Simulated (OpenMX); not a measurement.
# Lu: 7 runs along one coordinate

System: Lu (P6₃/mmc, 2 atoms in the cell).
Method: Kohn-Sham DFT of a periodic cell, PBE, OpenMX 2013 PBE set, no spin polarisation (OpenMX 3.8.5).

The 7 runs differ only in the geometry, by an even scaling of the cell at fixed fractional positions. The structure derives from an entry of the Crystallography Open Database.

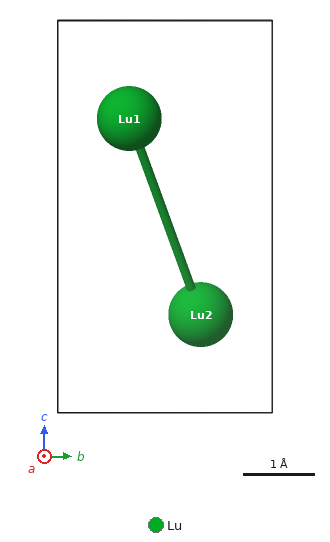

Figure 1. The structure of run 4 (ball-and-stick view of the cell of the calculation, along the a axis; atoms are numbered from 1 in the order of the input). An atom can appear more than once, as a periodic image.

### Input of run 4
```
System.CurrrentDirectory             ./
System.Name                          Lu
DATA.PATH                            ./DFT_DATA13
level.of.stdout                      1
level.of.fileout                     1
Species.Number                       1
<Definition.of.Atomic.Species
  Lu  Lu8.0-s3p2d2f1         Lu_PBE13
Definition.of.Atomic.Species>

Atoms.Number                         2
Atoms.SpeciesAndCoordinates.Unit     FRAC
<Atoms.SpeciesAndCoordinates
    1  Lu    0.6666666667    0.3333333333    0.7500000000   5.500  5.500
    2  Lu    0.3333333333    0.6666666667    0.2500000000   5.500  5.500
Atoms.SpeciesAndCoordinates>

Atoms.UnitVectors.Unit               Ang
<Atoms.UnitVectors
     3.5031000000    0.0000000000    0.0000000000
    -1.7515500000    3.0337735920    0.0000000000
     0.0000000000    0.0000000000    5.5509000000
Atoms.UnitVectors>

scf.XcType                           GGA-PBE
scf.SpinPolarization                 off
scf.ElectronicTemperature            580.226
scf.energycutoff                     300.0
scf.maxIter                          100
scf.EigenvalueSolver                 band
scf.Kgrid                            9 9 5
scf.Mixing.Type                      rmm-diisk
scf.Init.Mixing.Weight               0.05
scf.Min.Mixing.Weight                0.001
scf.Max.Mixing.Weight                0.3
scf.Mixing.History                   25
scf.Mixing.StartPulay                8
scf.criterion                        1.0e-8
scf.stress.tensor                    on
MD.Type                              nomd
```

Command:
```bash
openmx Lu.dat -nt 1 > Lu.std
```

Lattice vectors (Å) and fractional positions of run 4:
```
   3.503100    0.000000    0.000000
  -1.751550    3.033774    0.000000
   0.000000    0.000000    5.550900
Lu  0.666667  0.333333  0.750000
Lu  0.333333  0.666667  0.250000
```

Run 3 has the same physical settings and fractional positions; its lattice vectors (Å) are:
```
   3.479589    0.000000    0.000000
  -1.739794    3.013412    0.000000
   0.000000    0.000000    5.513645
```

### Results, with one run withheld

```csv
run,volume per atom (Å³),"free energy per atom, from the lowest run given (meV)"
1,27.727,28.44
2,28.317,16.10
3,28.906,?
4,29.496,2.23
5,30.086,0.00
6,30.676,0.65
7,31.266,4.13
```

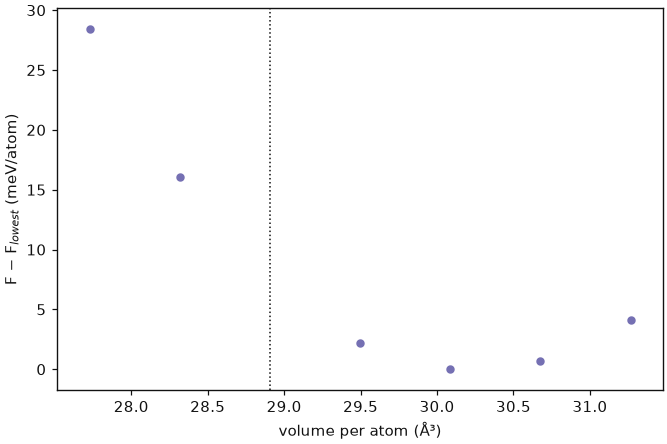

Figure 2. Free energy per atom of the runs given; the dotted line marks run 3.

Estimate the energy of run 3 from the others.

A cubic polynomial in V^(−2/3) (the Birch–Murnaghan form), fitted to the 6 runs given, misses them by at most 0.05 meV per atom. With x = V^(−2/3) − 0.10462 Å⁻², it reads F = 1.8472 + 2454.1 x + 7.6946e+05 x² − 4.5807e+06 x³ (meV per atom). At run 3 it gives 7.49 meV per atom, and the run itself gives 7.51. The fit has its minimum at 30.230 Å³ per atom, where V d²F/dV² gives 39.6 GPa. Cell shape and fractional positions are held, so this is the stiffness under even scaling; the relaxed bulk modulus wasn't computed.

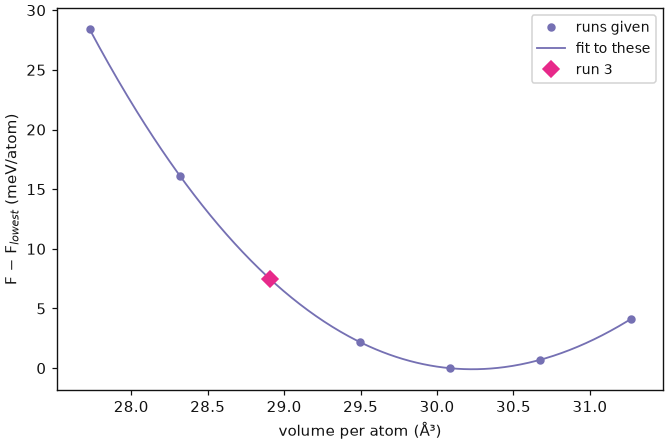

Figure 3. The fit and the withheld run.

### Some lines of the output (run 3)
```
[...]
  Cell_Volume =    390.141085611504 (Bohr^3)
        Total energy (Hartree) at MD = 1
   kloop=0
   kloop=1
   kloop=202
```

Notes: With a small basis of atomic orbitals these values can differ much from converged plane-wave results.
